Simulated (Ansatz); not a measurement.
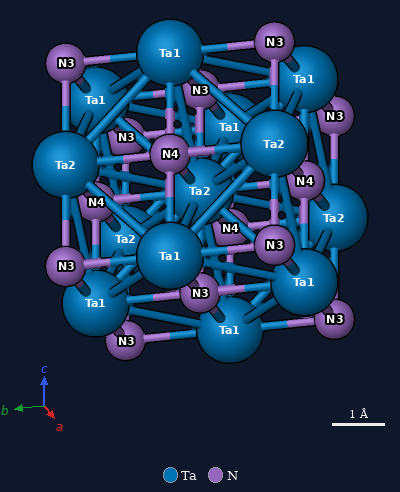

Fig. 1: The structure as given in the input (ball-and-stick view of the cell 2 times as large as that of the calculation, set on its symmetry axes, seen at an oblique angle; atoms are numbered from 1 in the order of the input). An atom can appear more than once, as a periodic image.

**Run report: TaN, single-point calculation**

System: TaN (4 atoms in the cell).
Method: DFT r2SCAN, scalar-relativistic, plane waves, PAW, no spin polarisation (Ansatz 0.2.0).

The structure derives from an entry of the Crystallography Open Database. It belongs to a series of runs on one base structure; here: equal strain along all axes, cell held, atoms relaxed: -4.5 %. Figures and captions count atoms from 1; the log counts them from 0 in places.

The program's output:
```
Engine: ansatz 0.2.0, x86_64-unknown-linux-gnu
Pseudopotentials: kind: paw
Pseudopotential: Ta, paw, valence charge 13, recommended cutoff 500 eV (meta_gga), Ta.paw.azcp
Pseudopotential: N, paw, valence charge 5, recommended cutoff 500 eV (meta_gga), N.paw.azcp
Functional definition: r2SCAN
  parameter k0 = 0.174
  parameter k1 = 0.065
  parameter a1 = 4.9479
  exchange = r2scan_x(k0 = k0, k1 = k1, a1 = a1)
  correlation = r2scan_c
Crystal: 4 atoms, lattice volume = 37.009 Å³
Basis set: ecut = 500 eV, 927 PW (Γ), exchange–correlation on 96×96×128 points (64 copies of the dense FFT grid, shifted against one another)
Bands: 22, of which v1, the nominal top of the filled ones, is band 18 counted from 1 (17 counted from 0)
Symmetry: 32 space group operations
Space group: Fm-3m (ITA 225), of the structure as read, at distance tolerance 3.3e-5 Å
k-points: 315 of 3072
Non-local potential: Ta, projectors of the file, l = 0: 3, l = 1: 2, l = 2: 2, l = 3: 1
Non-local potential: N, projectors of the file, l = 0: 2, l = 1: 2, l = 2: 1
PAW form: soft (Blöchl's): semilocal exchange-correlation on the pseudo side does not see the compensation charge
PAW frozen core: Ta, regenerated for the run's functional (the file was generated under x = pbe(κ = 0.804, μ = 0.2195149727645171), c = pbe(β = 0.06672455060314922))
PAW frozen core: N, regenerated for the run's functional (the file was generated under x = pbe(κ = 0.804, μ = 0.2195149727645171), c = pbe(β = 0.06672455060314922))
PAW one-centre angular grid: Ta, 590 points (default); XC on 160 Gauss nodes
PAW one-centre angular grid: N, 302 points (default); XC on 160 Gauss nodes
Initial density: superposition of atomic densities (neutral atoms: chi_scale 0, normalization atom), corrected by the library's trained network
Initial wavefunctions: pseudopotential atomic-orbital guess
Functional: x = r2scan, c = r2scan; τ floored in thin density (d = 2e-4 eV/Å³)
SCF iter   1: F=—  HF=-20660.918905 eV  |F-HF|=—  |Δ(HF+E_count)|=         —  Δρ=7.35e-3  dr2=7.20e-3  dr2_τ=4.22e-1  ethr=1.77e-3  ⟨swp⟩=5.6  Hψ=69831  notcnv=0  defer=53
automatic band count: the SCF goes on with 26 bands, as 22 were too few: the levels above may hold too much charge
preconditioner: auto → Kerker (q_TF=auto, 2.716 Å⁻¹)  [metal: Δε(μ)=0.007 eV  Ē_g=13.086 eV  σ=0.100 eV  W_gap=0.04  n_scr=14 (ndim 8)  ℏωp=27.3 eV  f_vac=0.000  D(μ)=1.68/eV (n_scr^D=14)]
SCF iter   2: F=—  HF=-20661.117945 eV  |F-HF|=—  |Δ(HF+E_count)|=   1.99e-1  Δρ=6.62e-3  dr2=1.07e-2  dr2_τ=7.79e-4  ethr=2.00e-5  ⟨swp⟩=2.0  Hψ=18123  notcnv=0  defer=777
SCF iter   3: F=—  HF=-20661.118136 eV  |F-HF|=—  |Δ(HF+E_count)|=   1.91e-4  Δρ=4.18e-3  dr2=3.70e-3  dr2_τ=2.59e-4  ethr=2.00e-5  ⟨swp⟩=1.9  Hψ=10024  notcnv=0  defer=777
SCF iter   4: F=—  HF=-20661.119247 eV  |F-HF|=—  |Δ(HF+E_count)|=   1.11e-3  Δρ=1.33e-3  dr2=5.23e-4  dr2_τ=4.60e-5  ethr=1.03e-5  ⟨swp⟩=2.0  Hψ=10624  notcnv=0  defer=777
SCF iter   5: F=—  HF=-20661.119217 eV  |F-HF|=—  |Δ(HF+E_count)|=   3.09e-5  Δρ=3.60e-4  dr2=4.04e-5  dr2_τ=1.83e-6  ethr=1.45e-6  ⟨swp⟩=2.1  Hψ=9872  notcnv=0  defer=777
SCF iter   6: F=—  HF=-20661.119217 eV  |F-HF|=—  |Δ(HF+E_count)|=   6.41e-7  Δρ=7.30e-5  dr2=1.80e-6  dr2_τ=7.72e-8  ethr=1.12e-7  ⟨swp⟩=2.0  Hψ=10109  notcnv=0  defer=777
SCF iter   7: F=-20661.119217 eV  HF=-20661.119217 eV  |F-HF|=1.82e-8  |Δ(HF+E_count)|=   2.90e-7  Δρ=1.31e-5  dr2=5.78e-8  dr2_τ=3.76e-9  ethr=2.78e-10  ⟨swp⟩=12.0  Hψ=58295  notcnv=0
SCF 1 converged in 7 iterations: F = -20661.119217 eV  dr2 = 5.78e-8
  greatest PAW one-centre occupation: 0.998 electrons in one spin orbital (limit 2), on the Ta atom at site 1 (counted from 0), in its partial waves of l = 0
```

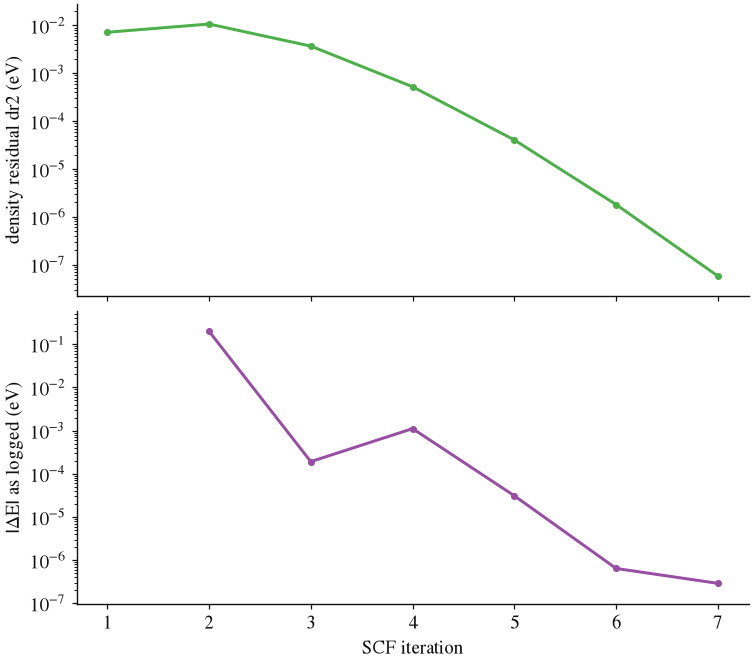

Fig. 2: Convergence of the self-consistent field: density residual dr2 and size of the energy change against the SCF iteration. The residual falls almost steadily, with no more than small rises.

```
SCF converged after 7 iterations
Free energy (F): -20661.119217 eV
Harris-Foulkes:  -20661.119217 eV  (|F-HF|=1.82e-8)
Internal energy: -20661.110774 eV  (E = F + TS)
E sigma→0 (E₀):  -20661.114996 eV
Entropy (-TS):   -0.008443 eV (-2.111 meV/atom)
Fermi energy:    25.192221 eV
--- Per-component energies (eV) ---
  E_band       = -8.369123
  E_kinetic    = 1029.969765
  E_local      = -979.582076  (includes V_loc(G=0)·N_el)
  E_nonlocal   = 124.583408
  E_hartree    = 348.744642
  E_xc         = -538.381965
  E_vxc        = -627.092609  (∫ρ·V_xc dr)
  E_paw        = -17108.558252  (= ΣΔE_a)
  E_vpaw       = -286.119829  (= ΣTr[D̂ρ^β])
  E_aug_tail   = 0.000248  (compensation charges beyond the density's cutoff)
  E_vtau       = 32.381220  (kinetic-family band-sum trace: ∫τ·v_τ [+ j·A + Jᵃ·Aᵃ] dr)
  E_ewald      = -3536.314856
  E_core_change = -1.571690  (= ΣΔE_core)
  E_smearing   = -0.008443  (= −TS)
  E_closure    = 0.000000  (closes the sum)
  Σ components = -20661.119217   (vs F -20661.119217, Δ=0.00e0)
--- Forces (eV/Å), atoms counted from 1 ---
  atom   1  Ta     0.00000000    -0.00000000    -0.00000000
  atom   2  Ta     0.00000000    -0.00000000    -0.00000000
  atom   3  N      0.00000000    -0.00000000    -0.00000000
  atom   4  N      0.00000000    -0.00000000    -0.00000000
  max |Σ_I F_I| component: 5.56e-29 eV/Å
--- Stress (GPa, compression-positive) ---
       65.467787       0.000000       0.000000
       -0.000000      65.467787       0.000000
        0.000000       0.000000      65.747863
  P = ⅓ Tr σ = 65.5611 GPa (655.611 kbar)
--- Band table (eV; the first three rows and the last of 315) ---
  k-point 0: bands = ["-46.0802", "-45.9240", "-12.8128", "-12.0688", "-12.0688", "-11.5985", "-11.5985", "-11.5981", "4.0561", "5.2186", "17.9186", "18.5412", "19.9083", "19.9083", "20.6432", "20.6432", "20.6433", "22.6207", "22.6207", "22.6207", "25.4045", "25.4050", "27.9490", "28.2680", "29.6335", "29.6335"]
  k-point 1: bands = ["-46.0776", "-45.9267", "-12.7971", "-12.0610", "-12.0610", "-11.6252", "-11.6067", "-11.6067", "4.1309", "5.2602", "17.7352", "18.5897", "19.8785", "19.8785", "20.1275", "20.4837", "20.4837", "22.5099", "22.8933", "22.8933", "25.4401", "25.8898", "27.8947", "28.4564", "29.6021", "29.6021"]
  k-point 2: bands = ["-46.0698", "-45.9345", "-12.7502", "-12.0380", "-12.0380", "-11.7028", "-11.6307", "-11.6307", "4.3444", "5.3741", "17.2544", "18.7343", "19.0365", "19.7973", "19.7973", "20.1676", "20.1676", "22.2018", "23.5435", "23.5435", "25.5455", "26.7631", "27.7384", "29.1416", "29.4832", "29.4832"]
  k-point 314: bands = ["-45.9236", "-45.9236", "-12.4506", "-12.4506", "-12.4506", "-12.4506", "-12.1303", "-12.1303", "6.1947", "6.1947", "16.4366", "16.4366", "17.5026", "17.5026", "17.5026", "17.5026", "24.9454", "24.9454", "24.9454", "24.9454", "29.6530", "29.6530", "30.7340", "30.7340", "31.1827", "31.1827"]
```

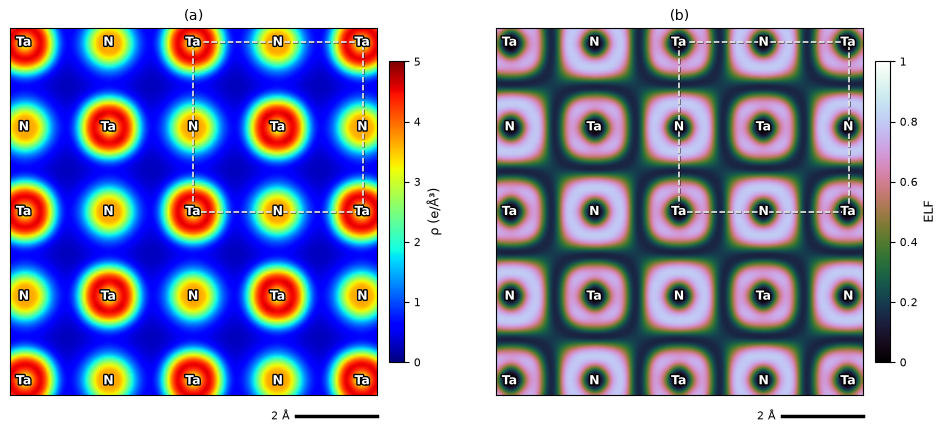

Fig. 3: (a) valence electron density; (b) ELF on the (010) plane of the conventional cell. Ta–N (2.10 Å): the density is about 0.66 e/Å³ at the midpoint; the ELF is about 0.15 at the midpoint; a polar contact without a shared pair, in a metal. Ta–Ta (2.97 Å): ρ at the midpoint is about 0.28 e/Å³; the ELF is about 0.20 at the midpoint (no shared electron pair). Away from the nuclei the density in this plane falls to 0.28 e/Å³ at its lowest. The strong features right at Ta lie inside the PAW spheres (semicore, d or f shells) and say nothing about bonding. In a PAW calculation such maps are meaningful between the atoms, not at the nuclei.

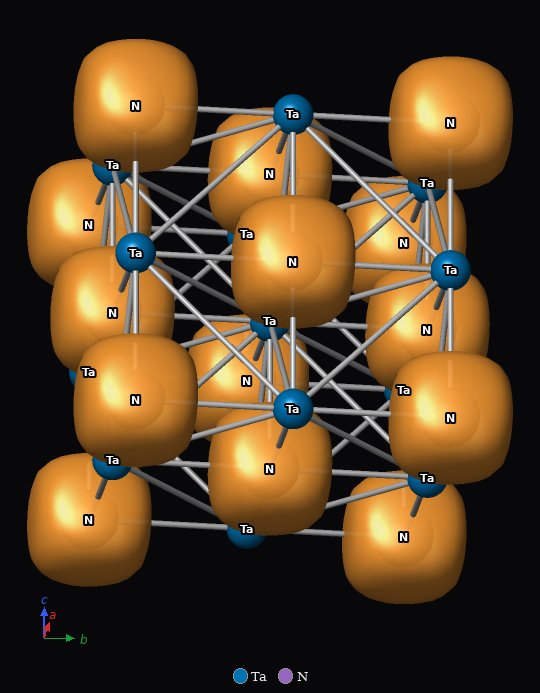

Fig. 4: Isosurface of the electron localisation function at 0.6 (orange), seen at an oblique angle. Core shells and regions of very low density are left out. Sticks mark near contacts. The outline is the cell set on symmetry axes. Values along the shortest contacts: Ta–N (2.10 Å): the ELF is about 0.15 at the midpoint (no shared pair; the contact is polar). Ta–Ta (2.97 Å): the ELF is about 0.20 at the midpoint; no shared electron pair.

The run was set up as follows.

Input file:
```yaml
crystal:
  lattice:
    - [2.0993443314, 2.0993443314, 0.0]
    - [-2.0993443314, 2.0993443314, 0.0]
    - [0.0, 0.0, 4.1986886627]
  atoms:
    - { symbol: Ta, position: [0.5, 0.5, 0.0] }
    - { symbol: Ta, position: [0.0, 0.0, 0.5] }
    - { symbol: "N", position: [0.0, 0.0, 0.0] }
    - { symbol: "N", position: [0.5, 0.5, 0.5] }
basis:
  ecutwfc: 500
kpoints:
  mp_grid: { grid: [16, 16, 12] }
hamiltonian:
  xc: r2scan
scf:
  occupations: { method: gaussian, width: 0.1 }
output:
  forces: true
  stress: true
  eigenvalues: true
  write_density: true
  write_potential: true
  elf: true
  volumetric_format: npy
```

Command:
```bash
ansatz run input.yaml --threads 1 --pin off --max-ram 2560MiB --backend cpu --events-out ev --progress --plain --runs-dir out
```

Results in brief:

| quantity | value |
| --- | --- |
| outcome | converged |
| space group (tolerance 0.01 Å) | Fm-3m (225) |
| electrons treated | 36 |
| free energy | −20661.1192 eV |
| Fermi energy | 25.192 eV |
| gap on the k-point mesh | none (metallic) |
| pressure | 65.56 GPa |
| largest force (length of the vector) | under 0.001 eV/Å |
| hardware | 1 thread of Intel Xeon (Granite Rapids), 16 GiB of memory available, shared host |
| wall time | 21 s |
| peak memory | 0.67 GiB |

Spin–orbit coupling is left out, which matters for Ta. The cell is under a pressure of 66 GPa at this level, so it is not at its equilibrium volume.
